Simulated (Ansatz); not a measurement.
System: PtSe2 (slab).

```yaml
crystal:
  lattice:
    - [3.70687, 0.00000, 0.00000]
    - [-1.85343, 3.21024, 0.00000]
    - [0.00000, 0.00000, 31.12162]
  atoms:
    - { symbol: Se, position: [0.66667, 0.33333, 0.45743] }
    - { symbol: Pt, position: [0.00000, 0.00000, 0.50000] }
    - { symbol: Se, position: [0.33333, 0.66667, 0.54257] }
```

Level of theory: DFT PBE+D3(BJ), scalar-relativistic, plane waves, PAW in Ansatz 0.2.0.

Predict the valence pseudo-density and electron localisation function between the atoms.

Answer. Pt–Se (2.52 Å): ρ at the midpoint is about 0.58 e/Å³; the ELF is about 0.50 at the midpoint.

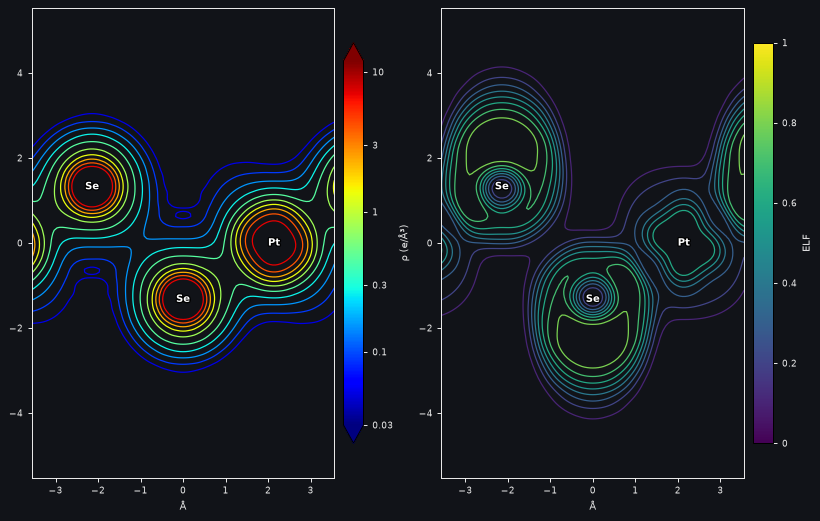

Computed valence pseudo-density and electron localisation function on the (110) plane of the calculation cell, a cut from vacuum to vacuum, in this order. 

Core electrons are frozen (PAW), and the valence fields are smoothed inside the atomic spheres.
